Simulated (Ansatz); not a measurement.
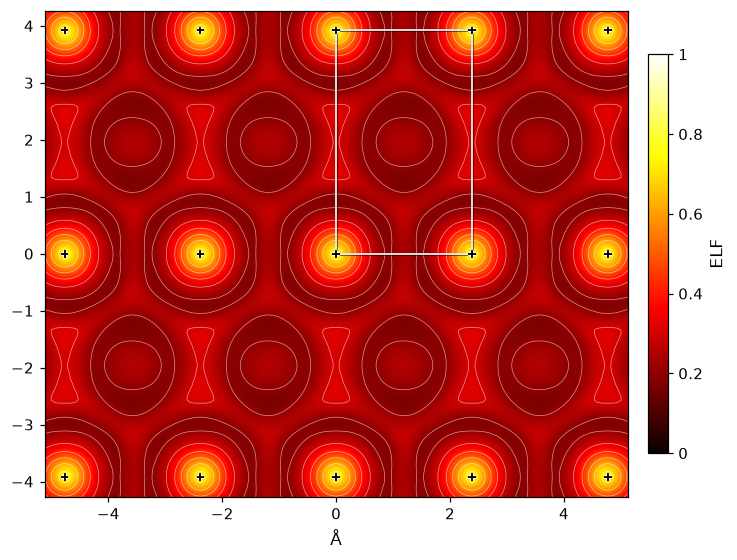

The electron localisation function on a plane through atoms (crosses mark nuclei in the plane).

The calculation used DFT, LDA (PW92), plane waves (420 eV) with PAW, scalar-relativistic (Ansatz).

Candidates:
A. Ta, a = 2.91 Å, b = 2.91 Å, c = 5.21 Å, α = 90.00°, β = 90.00°, γ = 120.00°. Space group P6₃/mmc; set up as Ta, hcp; a generated structure, not necessarily the stable one; changed on purpose from its base cell (volume × 1.08); computed pressure about −14 GPa in this cell.
B. Cr, a = 4.21 Å, b = 4.21 Å, c = 2.26 Å, α = 90.00°, β = 90.00°, γ = 120.00°. Space group P6/mmm; set up as Cr, omega (AlB2-type); a generated structure, not necessarily the stable one; changed on purpose from its base cell (volume × 1.04); computed pressure about −10 GPa in this cell; the program warned that a starting moment wasn't kept; spin-polarised, but the moments vanished.
C. Ni, a = 2.38 Å, b = 2.38 Å, c = 3.92 Å, α = 90.00°, β = 90.00°, γ = 120.00°. Space group P6₃/mmc; set up as Ni, hcp; a generated structure, not necessarily the stable one; changed on purpose from its base cell (volume × 0.96); computed pressure about 11 GPa in this cell; computed without spin polarisation.

Which candidate gave the map?

Candidate C: Ni on the (010) plane of the conventional cell, which holds Ni. Ni–Ni (2.38 Å): the ELF is about 0.25 at the midpoint: no shared electron pair shows on this line.
